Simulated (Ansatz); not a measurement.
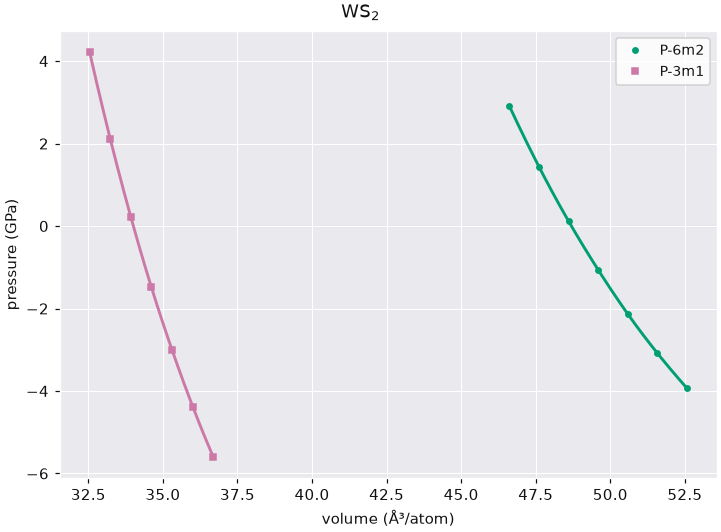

The plot gives the computed pressure against volume, with one curve for each structure, for WS₂.

Calculation (Ansatz 0.2.0): all-electron LAPW DFT, no spin polarisation; energies at scaled volumes of the given cell, shape and fractions fixed, counted from the fit's minimum, third-order Birch-Murnaghan fit. Level: PBEsol.

- k mesh: 10×10×2
- occupations: Fermi–Dirac
- smearing width: 0.05 eV
- potentials: all electron LAPW, scalar relativistic

Question: Order the curves by fitted equilibrium volume, smallest first.

Answer: P-3m1 34.007, P-6m2 48.694 Å³/atom.

Question: Order the curves by fitted bulk modulus, smallest first.

Answer: P-6m2 60.7, P-3m1 87.1 GPa.

Limits of the calculation: shape and atomic fractions are frozen while scaling, which makes layered, chain and framework solids too stiff.
